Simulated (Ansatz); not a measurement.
**CoSi2: density, localisation and related maps**

Input file:

```
crystal:
  lattice:
    - [0.0, 2.6799390576, 2.6799390576]
    - [2.6799390576, 0.0, 2.6799390576]
    - [2.6799390576, 2.6799390576, 0.0]
  atoms:
    - { symbol: Co, position: [-0.0219664924, 0.0215305902, 0.0151799021] }
    - { symbol: Si, position: [0.268112689, 0.2411184114, 0.2310887076] }
    - { symbol: Si, position: [0.7538538034, 0.7373509984, 0.7537313903] }
basis:
  ecutwfc: 420
kpoints:
  mp_grid: { grid: [12, 12, 12] }
hamiltonian:
  xc: pbe
scf:
  occupations: { method: gaussian, width: 0.15 }
output:
  forces: true
  stress: true
  eigenvalues: true
  write_density: true
  write_potential: true
  elf: true
  volumetric_format: npy
```

Command:

```sh
ansatz run input.yaml --threads 1 --pin off --max-ram 2560MiB --backend cpu --events-out ev --progress --plain --runs-dir out
```

Below, planes, directions and counts refer to the conventional cell (a = 3.79 Å, b = 3.79 Å, c = 3.79 Å, α = 60.00°, β = 60.00°, γ = 60.00°).

Space group P1; changed on purpose from its base cell (all atoms moved at random, sigma 0.1 A a component); not relaxed (largest force 1.8 eV/Å); computed pressure about 2 GPa in this cell; computed without spin polarisation.

Level of theory: DFT PBE, scalar-relativistic, plane waves, PAW (Ansatz).

The density is the valence pseudo-density of a PAW calculation; it isn't the true density close to the nuclei.

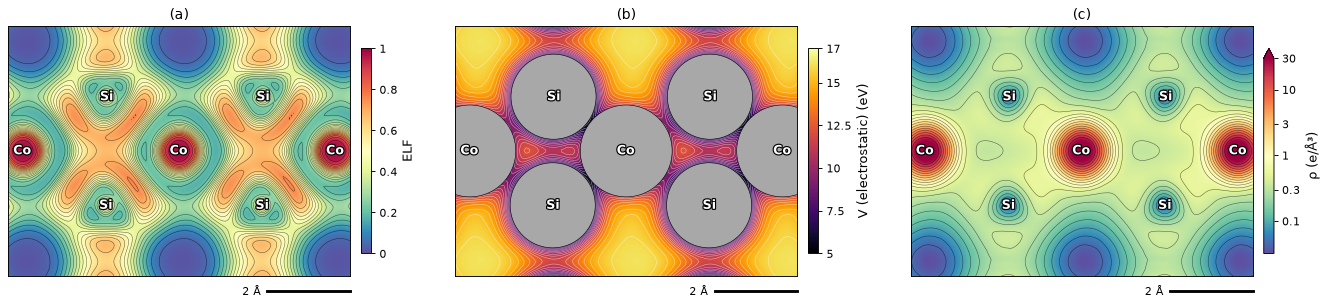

Figure 1. (a) ELF; (b) electrostatic potential (local pseudopotential plus Hartree) felt by an electron; (c) valence electron density on the (101̄) plane of the conventional cell. Grey discs cover the atomic cores in the potential map.

### What do the fields say about this system?

- Atoms in the plane: Co and Si.
- Co–Si (2.20 Å): the density is about 0.6 e/Å³ at the midpoint; the ELF peaks at about 0.75 in the valence shell of Si, 0.8 Å from its nucleus, and is about 0.50 at the midpoint.
- Co–Si (2.40 Å): ρ is about 0.43 e/Å³ halfway; the ELF peaks at about 0.75 in the valence shell of Si, 0.9 Å from its nucleus, and is about 0.50 at the midpoint.
- Co–Si (2.42 Å): ρ at the midpoint is about 0.42 e/Å³; the ELF peaks at about 0.75 in the valence shell of Si, 0.9 Å from its nucleus, and is about 0.50 at the midpoint.
- Between the atoms the lowest density in this plane is 0.03 e/Å³.
- The features right at Co lie inside the PAW spheres, where the map follows smoothed inner orbitals and isn't to be read closely.
- Outside the cores the potential energy rises away from the atoms and is highest about 2.2 Å from the nearest atoms; its zero is arbitrary.

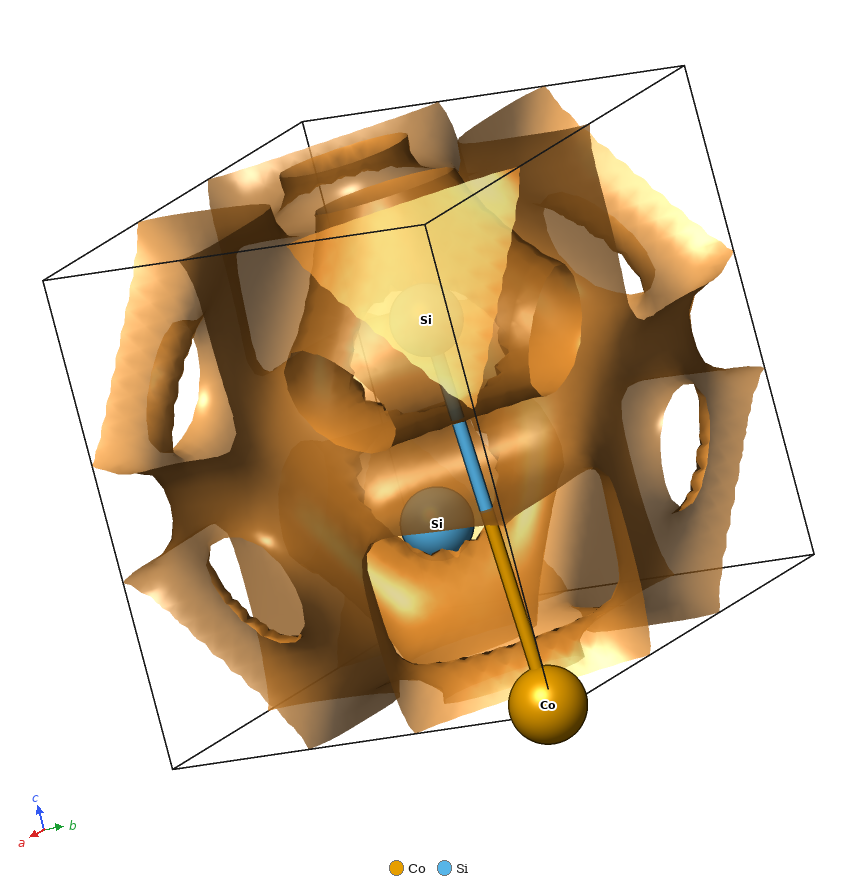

Figure 2. Isosurface of the ELF at 0.55 (orange), seen slightly off an axis. Only the valence region is drawn (cores and ρ < 0.01 e/Å³ removed). Sticks mark near contacts.

### Where are the electrons localised?

At this value the surface marks out one network that runs through the whole crystal, counted in one cell of 3 atoms. Any copies at cell faces, edges or corners count once.


 Co–Si (2.25 Å): the ELF peaks at about 0.75 in the valence shell of Si, 0.8 Å from its nucleus, and is about 0.50 at the midpoint.

### Does the calculation give a band gap?

It is metallic or semimetallic at this level of theory: no gap opens.
